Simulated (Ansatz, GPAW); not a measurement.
# Ga2SSe monolayer: simulated STM images

Aim: Tersoff-Hamann images of Ga2SSe monolayer at several biases.

Calculated with GPAW 26.7.0 and Ansatz 0.2.0; Ansatz plane waves; layer without images along its normal, relaxation of atoms and in-plane cell, in the first sound run; inputs show where later runs differ.

### 1. The starting structure

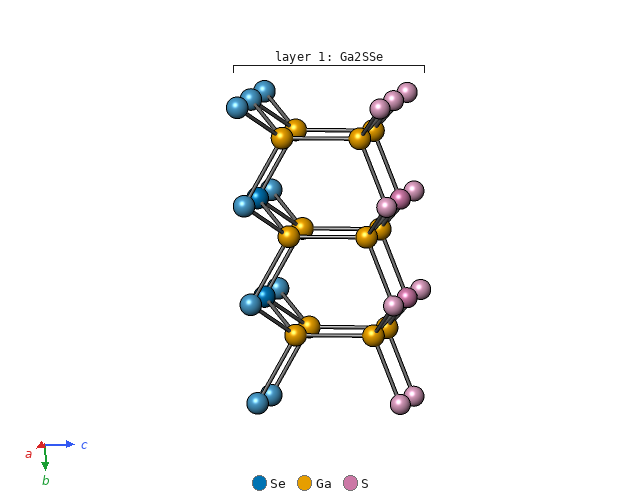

Start, viewed from the side, with the c axis across the page; selenium blue, gallium orange, sulfur pink. 1×2×1 cells are drawn. Some periodic images of atoms are drawn too.

The cell holds 4 atoms: 1 Se, 2 Ga and 1 S. Its edges and angles: a = 3.705 Å, b = 3.705 Å, c = 18.480 Å, α = 90.0°, β = 90.0°, γ = 120.0°. Vacuum lies along c.

### 2. Relaxing the atoms

Forces are removed first; all later runs use this geometry.

input.yaml reads:

```yaml
crystal:
  lattice:
    - [3.705, 0.0, 0.0]
    - [-1.8525, 3.208624121, 0.0]
    - [0.0, 0.0, 18.4796752993]
  atoms:
    - { symbol: Se, position: [0.3333333333, 0.6666666667, 0.3787945344] }
    - { symbol: Ga, position: [0.0, 0.0, 0.4434329971] }
    - { symbol: Ga, position: [0.0, 0.0, 0.575469949] }
    - { symbol: S, position: [0.3333333333, 0.6666666667, 0.6212054656] }
  periodic: [true, true, false]
kpoints:
  mp_grid: { grid: [9, 9, 1] }
hamiltonian:
  xc: pbe
scf:
  occupations: { method: fermi_dirac, width: 0.05 }
relax:
  f_tol: 0.01
  max_steps: 90
  cell: {}
```

Launch:

```
ansatz run input.yaml --threads 4 --pin off --max-ram 8192MiB --backend cpu --events-out ev --progress --plain --runs-dir out
```

Numbers of over 12 decimals in the logs are rounded to 6 here.

The log of the run:

```text
Warning: crystal.periodic: the lattice vector that does not repeat stood 0.000° off the slab's normal, 18.480 Å along it as the deck builds it. The run solves the slab on a vector along the normal, 32.759 Å long, with every atom where it was (on the deck's vector they left 14.00 Å outside them, and the widest stretch free of ions among them is 2.44 Å). A fractional position that the run reports is one of the run's ce [...]
crystal.periodic: the lattice vector that does not repeat stood 0.000° off the slab's normal, 18.480 Å along it as the deck builds it. The run solves the slab on a vector along the normal, 32.759 Å long, with every atom where it was (on the deck's vector they left 14.00 Å outside them, and the widest stretch free of ions among them is 2.44 Å). A fractional position that the run reports is one of the run's cell, which [...]
Engine: ansatz 0.2.0, x86_64-unknown-linux-gnu
Pseudopotentials: kind: paw
Pseudopotential: Se, paw, valence charge 16, recommended cutoff 420 eV (normal), Se.paw.azcp
Pseudopotential: Ga, paw, valence charge 13, recommended cutoff 420 eV (normal), Ga.paw.azcp
Pseudopotential: S, paw, valence charge 6, recommended cutoff 420 eV (normal), S.paw.azcp
Functional definition: PBE
  parameter kappa = 0.804
  parameter beta = 0.066725
  exchange = pbe_x(kappa = kappa, mu = beta*pi^2/3)
  correlation = pbe_c(beta = beta)
Crystal: 4 atoms, lattice volume = 389.442 Å³
Basis set: ecut = 420 eV, 7609 PW (Γ), exchange–correlation on 50×50×450 points (8 copies of the dense FFT grid, shifted against one another)
Bands: 29, of which v1, the nominal top of the filled ones, is band 24 counted from 1 (23 counted from 0)
Symmetry: 6 space group operations
Space group: P3m1 (ITA 156), of the structure as read, at distance tolerance 7.3e-5 Å
k-points: 12 of 81 (time reversal used)
Non-local potential: Se, projectors of the file, l = 0: 2, l = 1: 2, l = 2: 3, l = 3: 1
Non-local potential: Ga, projectors of the file, l = 0: 2, l = 1: 2, l = 2: 3, l = 3: 1
Non-local potential: S, projectors of the file, l = 0: 2, l = 1: 2, l = 2: 2
PAW form: soft (Blöchl's): semilocal exchange-correlation on the pseudo side does not see the compensation charge
PAW one-centre angular grid: Se, 590 points (default); XC on 64 Gauss nodes
PAW one-centre angular grid: Ga, 590 points (default); XC on 64 Gauss nodes
PAW one-centre angular grid: S, 110 points (default); XC on 64 Gauss nodes
Initial density: superposition of atomic densities (neutral atoms: chi_scale 0, normalization atom), corrected by the library's trained network
Initial wavefunctions: pseudopotential atomic-orbital guess
Functional: x = pbe(κ = 0.804, μ = 0.219515), c = pbe(β = 0.066725)
SCF iter   1: F=—  HF=-13939.478414 eV  |F-HF|=—  |Δ(HF+E_count)|=         —  Δρ=1.05e-3  dr2=1.81e-2  ethr=1.77e-3  ⟨swp⟩=10.8  Hψ=2124  notcnv=0
preconditioner: auto → Resta (q_TF=auto, 1.925 Å⁻¹)  ε∞=1.7  [insulator: Δε(μ)=1.592 eV  Ē_g=14.386 eV  σ=0.050 eV  W_gap=1.00  n_scr=20 (ndim 8)  ℏωp=11.6 eV  f_vac=0.751  D(μ)=0.00/eV (n_scr^D=0)  ε∞_Penn≈1.7  vacuum switching on, ρ_ref=1.5e-2 e/Å³]
SCF iter   2: F=—  HF=-13939.481217 eV  |F-HF|=—  |Δ(HF+E_count)|=   2.80e-3  Δρ=8.85e-4  dr2=3.77e-2  ethr=3.78e-5  ⟨swp⟩=3.4  Hψ=811  notcnv=0  defer=8
SCF iter   3: F=—  HF=-13939.476988 eV  |F-HF|=—  |Δ(HF+E_count)|=   4.23e-3  Δρ=2.91e-4  dr2=8.98e-4  ethr=3.78e-5  ⟨swp⟩=3.1  Hψ=481  notcnv=0  defer=9
SCF iter   4: F=—  HF=-13939.477457 eV  |F-HF|=—  |Δ(HF+E_count)|=   4.69e-4  Δρ=1.19e-4  dr2=9.51e-5  ethr=1.87e-6  ⟨swp⟩=3.8  Hψ=730  notcnv=0  defer=8
SCF iter   5: F=—  HF=-13939.477518 eV  |F-HF|=—  |Δ(HF+E_count)|=   6.09e-5  Δρ=4.87e-5  dr2=9.42e-6  ethr=1.98e-7  ⟨swp⟩=2.9  Hψ=734  notcnv=0  defer=8
SCF iter   6: F=—  HF=-13939.477537 eV  |F-HF|=—  |Δ(HF+E_count)|=   1.86e-5  Δρ=1.37e-5  dr2=1.36e-6  ethr=1.96e-8  ⟨swp⟩=2.6  Hψ=587  notcnv=0  defer=8
SCF iter   7: F=—  HF=-13939.477537 eV  |F-HF|=—  |Δ(HF+E_count)|=   6.78e-7  Δρ=5.02e-6  dr2=1.04e-7  ethr=2.83e-9  ⟨swp⟩=2.8  Hψ=567  notcnv=0  defer=8
SCF iter   8: F=-13939.477538 eV  HF=-13939.477538 eV  |F-HF|=1.44e-8  |Δ(HF+E_count)|=   1.59e-7  Δρ=1.33e-6  dr2=1.01e-8  ethr=2.08e-10  ⟨swp⟩=6.0  Hψ=1564  notcnv=0
SCF 1 converged in 8 iterations: F = -13939.477538 eV  dr2 = 1.01e-8
  greatest PAW one-centre occupation: 1.000 electrons in one spin orbital (limit 2), on the Se atom at site 0 (counted from 0), in its partial waves of l = 2
relax step   1: F+E_penalty+E_count = -13939.47753760 eV  Δ(F+E_penalty+E_count) = +0.000e0 eV  max|allowed force component| = 1.463e0 eV/Å  Δτ_max = 0.0000 Å  P = +2.995 N/m  Ω = 389.442 Å³  fix = [c, alpha, beta]  reactions: c +0.000 N/m  (8 SCF iters, dr2 threshold 1.00e-7 eV, accepted)
Crystal: 4 atoms, lattice volume = 387.078 Å³
Basis set: ecut = 420 eV, 7573 PW (Γ), exchange–correlation on 50×50×450 points (8 copies of the dense FFT grid, shifted against one another)
Initial density: handed on by an earlier stage of this run
Initial wavefunctions: those handed on with the density
iter 1 solved again at ethr=2.10e-4 eV; its pass at ethr=3.10e-3 eV (dr2=1.01e-1 eV) is discarded
SCF iter   1: F=—  HF=-13939.649205 eV  |F-HF|=—  |Δ(HF+E_count)|=         —  Δρ=3.24e-3  dr2=9.94e-2  ethr=2.10e-4  ⟨swp⟩=2.0  Hψ=2114  notcnv=0
preconditioner: auto → Resta (q_TF=auto, 1.927 Å⁻¹)  ε∞=1.7  [insulator: Δε(μ)=1.997 eV  Ē_g=14.208 eV  σ=0.050 eV  W_gap=1.00  n_scr=20 (ndim 8)  ℏωp=11.6 eV  f_vac=0.744  D(μ)=0.00/eV (n_scr^D=0)  ε∞_Penn≈1.7  vacuum switching on, ρ_ref=1.5e-2 e/Å³]
SCF iter   2: F=—  HF=-13939.646188 eV  |F-HF|=—  |Δ(HF+E_count)|=   3.02e-3  Δρ=2.35e-3  dr2=1.22e-1  ethr=2.07e-4  ⟨swp⟩=5.2  Hψ=667  notcnv=0  defer=2
SCF iter   3: F=—  HF=-13939.633703 eV  |F-HF|=—  |Δ(HF+E_count)|=   1.25e-2  Δρ=1.33e-3  dr2=1.84e-2  ethr=2.07e-4  ⟨swp⟩=4.5  Hψ=625  notcnv=0  defer=10
SCF iter   4: F=—  HF=-13939.631336 eV  |F-HF|=—  |Δ(HF+E_count)|=   2.37e-3  Δρ=7.33e-4  dr2=1.80e-3  ethr=3.82e-5  ⟨swp⟩=3.3  Hψ=673  notcnv=0  defer=10
SCF iter   5: F=—  HF=-13939.631179 eV  |F-HF|=—  |Δ(HF+E_count)|=   1.56e-4  Δρ=2.05e-4  dr2=1.11e-4  ethr=3.76e-6  ⟨swp⟩=2.2  Hψ=507  notcnv=0  defer=10
SCF iter   6: F=—  HF=-13939.631255 eV  |F-HF|=—  |Δ(HF+E_count)|=   7.57e-5  Δρ=5.42e-5  dr2=1.05e-5  ethr=2.32e-7  ⟨swp⟩=2.5  Hψ=635  notcnv=0  defer=10
SCF iter   7: F=—  HF=-13939.631257 eV  |F-HF|=—  |Δ(HF+E_count)|=   2.19e-6  Δρ=1.29e-5  dr2=7.12e-7  ethr=2.20e-8  ⟨swp⟩=3.1  Hψ=636  notcnv=0  defer=10
SCF iter   8: F=-13939.631257 eV  HF=-13939.631257 eV  |F-HF|=2.12e-8  |Δ(HF+E_count)|=   7.99e-8  Δρ=5.07e-6  dr2=7.51e-8  ethr=8.33e-10  ⟨swp⟩=6.2  Hψ=1629  notcnv=0
SCF 2 converged in 8 iterations: F = -13939.631257 eV  dr2 = 7.51e-8
relax step   2: F+E_penalty+E_count = -13939.63125723 eV  Δ(F+E_penalty+E_count) = -1.537e-1 eV  max|allowed force component| = 2.365e-1 eV/Å  Δτ_max = 0.1620 Å  P = +0.922 N/m  Ω = 387.078 Å³  energy of the carried Pulay correction = +1.102e-4 eV  fix = [c, alpha, beta]  reactions: c +0.000 N/m  (8 SCF iters, dr2 threshold 4.00e-7 eV, accepted)
Crystal: 4 atoms, lattice volume = 391.369 Å³
Basis set: ecut = 420 eV, 7681 PW (Γ), exchange–correlation on 50×50×450 points (8 copies of the dense FFT grid, shifted against one another)
iter 1 solved again at ethr=1.59e-5 eV; its pass at ethr=3.10e-3 eV (dr2=7.62e-3 eV) is discarded
SCF iter   1: F=—  HF=-13939.639098 eV  |F-HF|=—  |Δ(HF+E_count)|=         —  Δρ=5.61e-4  dr2=7.49e-3  ethr=1.59e-5  ⟨swp⟩=2.2  Hψ=2109  notcnv=0
preconditioner: auto → Resta (q_TF=auto, 1.923 Å⁻¹)  ε∞=1.7  [insulator: Δε(μ)=2.061 eV  Ē_g=14.184 eV  σ=0.050 eV  W_gap=1.00  n_scr=20 (ndim 8)  ℏωp=11.6 eV  f_vac=0.746  D(μ)=0.00/eV (n_scr^D=0)  ε∞_Penn≈1.7  vacuum switching on, ρ_ref=1.5e-2 e/Å³]
SCF iter   2: F=—  HF=-13939.640133 eV  |F-HF|=—  |Δ(HF+E_count)|=   1.04e-3  Δρ=7.37e-4  dr2=1.90e-2  ethr=1.56e-5  ⟨swp⟩=3.8  Hψ=516  notcnv=0  recentre
SCF iter   3: F=—  HF=-13939.638181 eV  |F-HF|=—  |Δ(HF+E_count)|=   1.95e-3  Δρ=3.52e-4  dr2=1.05e-3  ethr=1.56e-5  ⟨swp⟩=3.1  Hψ=538  notcnv=0  defer=4
SCF iter   4: F=—  HF=-13939.637986 eV  |F-HF|=—  |Δ(HF+E_count)|=   1.95e-4  Δρ=7.08e-5  dr2=1.69e-5  ethr=2.18e-6  ⟨swp⟩=2.3  Hψ=588  notcnv=0  defer=5
SCF iter   5: F=—  HF=-13939.638034 eV  |F-HF|=—  |Δ(HF+E_count)|=   4.81e-5  Δρ=2.44e-5  dr2=3.30e-6  ethr=3.52e-8  ⟨swp⟩=3.0  Hψ=718  notcnv=0  defer=5
SCF iter   6: F=-13939.638034 eV  HF=-13939.638034 eV  |F-HF|=2.98e-9  |Δ(HF+E_count)|=   1.20e-7  Δρ=8.81e-6  dr2=3.34e-7  ethr=8.33e-10  ⟨swp⟩=4.9  Hψ=1898  notcnv=0
SCF 3 converged in 6 iterations: F = -13939.638034 eV  dr2 = 3.34e-7
relax step   3: F+E_penalty+E_count = -13939.63803399 eV  Δ(F+E_penalty+E_count) = -6.777e-3 eV  max|allowed force component| = 5.951e-2 eV/Å  Δτ_max = 0.0159 Å  P = +0.285 N/m  Ω = 391.369 Å³  energy of the carried Pulay correction = -8.933e-5 eV  fix = [c, alpha, beta]  reactions: c +0.000 N/m  (6 SCF iters, dr2 threshold 4.00e-7 eV, accepted)
[...]
relax step   4: F+E_penalty+E_count = -13939.63850596 eV  Δ(F+E_penalty+E_count) = -4.720e-4 eV  max|allowed force component| = 1.589e-2 eV/Å  Δτ_max = 0.0012 Å  P = +0.065 N/m  Ω = 392.718 Å³  energy of the carried Pulay correction = -1.516e-4 eV  fix = [c, alpha, beta]  reactions: c +0.000 N/m  (5 SCF iters, dr2 threshold 2.21e-7 eV, accepted)
[...]
relax step   5: F+E_penalty+E_count = -13939.63852458 eV  Δ(F+E_penalty+E_count) = -1.862e-5 eV  max|allowed force component| = 6.248e-4 eV/Å  Δτ_max = 0.0009 Å  P = +0.001 N/m  Ω = 393.169 Å³  energy of the carried Pulay correction = -1.724e-4 eV  fix = [c, alpha, beta]  reactions: c +0.000 N/m  (6 SCF iters, dr2 threshold 1.58e-8 eV, accepted)
Initial wavefunctions: pseudopotential atomic-orbital guess (no wavefunctions were taken with the density)
iter 1 solved again at ethr=5.52e-7 eV; its pass at ethr=3.10e-3 eV (dr2=2.65e-4 eV) is discarded
SCF iter   1: F=—  HF=-13939.633760 eV  |F-HF|=—  |Δ(HF+E_count)|=         —  Δρ=1.21e-4  dr2=1.24e-6  ethr=5.52e-7  ⟨swp⟩=4.6  Hψ=3339  notcnv=0
preconditioner: auto → Resta (q_TF=auto, 1.922 Å⁻¹)  ε∞=1.7  [insulator: Δε(μ)=2.026 eV  Ē_g=14.166 eV  σ=0.050 eV  W_gap=1.00  n_scr=20 (ndim 8)  ℏωp=11.5 eV  f_vac=0.745  D(μ)=0.00/eV (n_scr^D=0)  ε∞_Penn≈1.7  vacuum switching on, ρ_ref=1.5e-2 e/Å³]
SCF iter   2: F=—  HF=-13939.636891 eV  |F-HF|=—  |Δ(HF+E_count)|=   3.13e-3  Δρ=6.05e-5  dr2=4.13e-7  ethr=2.59e-9  ⟨swp⟩=3.5  Hψ=841  notcnv=0
SCF iter   3: F=—  HF=-13939.638507 eV  |F-HF|=—  |Δ(HF+E_count)|=   1.62e-3  Δρ=1.30e-5  dr2=9.86e-7  ethr=8.60e-10  ⟨swp⟩=3.2  Hψ=659  notcnv=0  recentre
SCF iter   4: F=—  HF=-13939.638660 eV  |F-HF|=—  |Δ(HF+E_count)|=   1.53e-4  Δρ=3.97e-6  dr2=1.29e-7  ethr=8.60e-10  ⟨swp⟩=3.2  Hψ=580  notcnv=0
SCF iter   5: F=—  HF=-13939.638691 eV  |F-HF|=—  |Δ(HF+E_count)|=   3.08e-5  Δρ=5.86e-7  dr2=3.13e-9  ethr=2.68e-10  ⟨swp⟩=2.3  Hψ=470  notcnv=0
SCF iter   6: F=—  HF=-13939.638692 eV  |F-HF|=—  |Δ(HF+E_count)|=   1.07e-6  Δρ=2.41e-7  dr2=3.27e-10  ethr=6.52e-12  ⟨swp⟩=3.2  Hψ=707  notcnv=0
SCF iter   7: F=—  HF=-13939.638692 eV  |F-HF|=—  |Δ(HF+E_count)|=   7.35e-8  Δρ=1.05e-7  dr2=5.98e-11  ethr=1.00e-12  ⟨swp⟩=2.4  Hψ=516  notcnv=0
SCF iter   8: F=-13939.638692 eV  HF=-13939.638692 eV  |F-HF|=1.14e-8  |Δ(HF+E_count)|=   1.29e-7  Δρ=3.02e-8  dr2=3.69e-12  ethr=1.00e-12  ⟨swp⟩=8.8  Hψ=2140  notcnv=0
SCF 6 converged in 8 iterations: F = -13939.638692 eV  dr2 = 3.69e-12
relax step   6: F+E_penalty+E_count = -13939.63869196 eV  Δ(F+E_penalty+E_count) = -1.674e-4 eV  max|allowed force component| = 5.977e-4 eV/Å  Δτ_max = 0.0000 Å  P = -0.000 N/m  Ω = 393.169 Å³  fix = [c, alpha, beta]  reactions: c -0.000 N/m  stress off target by 4.50e-4 N/m on what of the cell is left free  SCF on the basis re-selected at this cell (its energy is not comparable with the rows above)  (8 SCF iters)
basis re-selected at this cell: Δ(F+E_penalty+E_count) = -1.674e-4 eV, ΔP = -0.001 N/m vs the last step (what re-selecting the basis moved, of the pressure what is left beyond the Pulay correction that the steps carried, after the strain that the cell walked since its last selection, with what the two solves' SCF thresholds leave and, on support functions, any second-order correction that the steps lacked; it is no m [...]
SCF converged after 8 iterations
Free energy (F): -13939.638692 eV
Harris-Foulkes:  -13939.638692 eV  (|F-HF|=1.14e-8)
Internal energy: -13939.638692 eV  (E = F + TS)
E sigma→0 (E₀):  -13939.638692 eV
Fermi energy:    -4.944378 eV
--- Per-component energies (eV) ---
  E_band       = -1128.210899
  E_kinetic    = 454.352549
  E_local      = -112374.372302  (includes V_loc(G=0)·N_el)
  E_nonlocal   = 282.658327
  E_hartree    = 55709.112010
  E_xc         = -338.168258
  E_vxc        = -299.717962  (∫ρ·V_xc dr)
  E_paw        = -6489.770806  (= ΣΔE_a)
  E_vpaw       = -609.354697  (= ΣTr[D̂ρ^β])
  E_aug_tail   = -0.000792  (compensation charges beyond the density's cutoff)
  E_ewald      = 48816.550580
  E_smearing   = -0.000000  (= −TS)
  E_closure    = 0.000000  (closes the sum)
  Σ components = -13939.638692   (vs F -13939.638692, Δ=0.00e0)
--- Forces (eV/Å), atoms counted from 1 ---
  atom   1  Se     0.00000000     0.00000000    -0.00059759
  atom   2  Ga    -0.00000000    -0.00000000     0.00012499
  atom   3  Ga    -0.00000000    -0.00000000     0.00030291
  atom   4  S      0.00000000     0.00000000     0.00017003
  max |Σ_I F_I| component: 3.33e-7 eV/Å
--- 2D stress c σ (N/m, compression-positive) ---
       -0.000450      -0.000000       0.000000
       -0.000000      -0.000450      -0.000000
        0.000000      -0.000000      -0.000000
  P = ½ c Tr σ = -0.0004 N/m
--- Relaxed structure (5 steps of the walk, 5 accepted, 1 SCFs on fresh bases) ---
  F+E_penalty+E_count = -13939.63869196 eV   max|allowed force component| = 5.977e-4 eV/Å   (the final SCF, on the basis selected at the relaxed cell)
  cell:  # Å, volume = 393.1694 Å³
    - [3.722690, 0.0, 0]
    - [-1.861345, 3.223944, 0]
    - [0, 0, 32.759351]
  atoms:
    - { symbol: Se, position: [0.333333, 0.666667, 0.211337] }
    - { symbol: Ga, position: [-2.043213895015991e-18, 3.700743415201777e-17, 0.248340] }
    - { symbol: Ga, position: [-1.0236395409370735e-18, 3.700743415201777e-17, 0.323722] }
    - { symbol: S, position: [0.333333, 0.666667, 0.355473] }
```

Run time: 23 s. Hardware: 4 threads of Intel Xeon Platinum 8175M at 2.50GHz (Skylake/Cascade Lake), shared host; peak memory 0.76 GiB.

Relaxation path:

| step | energy less that of the first step (eV) | largest force component (eV/Å) | volume (Å³) |
| --- | --- | --- | --- |
| 1 | 0.0000 | 1.4628 | 389.44 |
| 2 | -0.1537 | 0.2365 | 387.08 |
| 3 | -0.1605 | 0.0595 | 391.37 |
| 4 | -0.1610 | 0.0159 | 392.72 |
| 5 | -0.1610 | 0.0006 | 393.17 |
| 6* | -0.1612 | 0.0006 | 393.17 |

Relaxation steps marked * repeat the geometry before them on a plane-wave basis chosen anew for their cell, so energy and pressure can jump there.

Forces are held to the 6 operations that the run works with; a distortion that breaks them can't arise in this run.

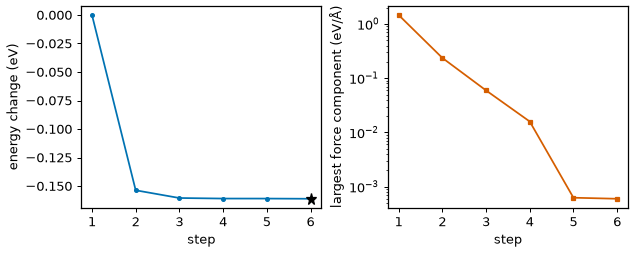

Energy and largest force along the relaxation. Stars mark steps on a basis chosen anew.

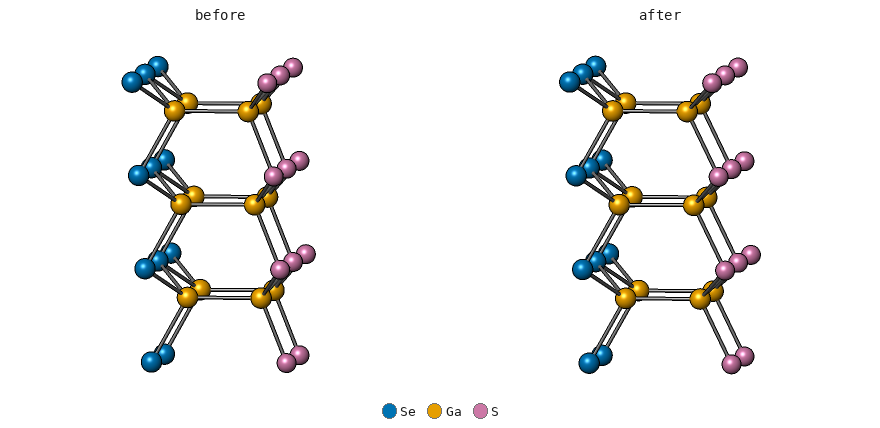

The structure before and after the relaxation, drawn at the same scale.

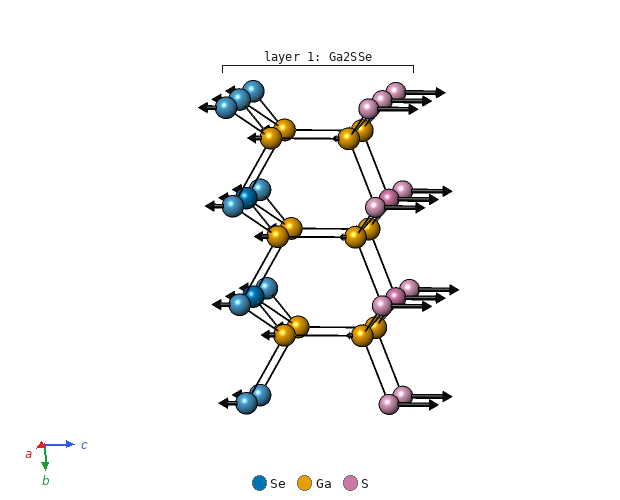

Displacements in the relaxation, exaggerated, measured against the changing cell; the longest in the cell stands for 0.17 Å. 1×2×1 cells are drawn. Some periodic images of atoms are drawn too.

| cell as run | before | after | change |
| --- | --- | --- | --- |
| a (Å) | 3.705 | 3.723 | +0.5 % |
| b (Å) | 3.705 | 3.723 | +0.5 % |

The atoms that moved most (Å, along periodic axes as changes of fractional coordinates times the final cell, across vacuum about the mean position):

| atom | dx | dy | dz | length |
| --- | --- | --- | --- | --- |
| S4 | 0.000 | 0.000 | 0.165 | 0.165 |
| Se1 | 0.000 | 0.000 | -0.077 | 0.077 |
| Ga2 | 0.000 | 0.000 | -0.059 | 0.059 |
| Ga3 | 0.000 | 0.000 | -0.030 | 0.030 |

The relaxed structure:

```xyz
4
Lattice="3.7227 0.0000 0.0000 -1.8613 3.2239 0.0000 0.0000 0.0000 32.7594" Properties=species:S:1:pos:R:3
Se    0.0000    2.1493    6.9233
Ga    0.0000    0.0000    8.1354
Ga    0.0000    0.0000   10.6049
S     0.0000    2.1493   11.6451
```

This step gave:

- free energy: -13939.6387 eV
- gap by band count: 2.026 eV
- symmetry operations: 6

The relaxation lowered the energy of the cell by 0.161 eV.

[end of part 1 of 3]

[Logs are printed without paths, hosts, clocks, repeated set-up lines and the standing remarks that a program may print on its own settings, such as how far it seeks lower states.]

[Hosts, paths, dates, database ids (printed as entryN), source tags and the programs' standing remarks are cut or masked in the printed files.]
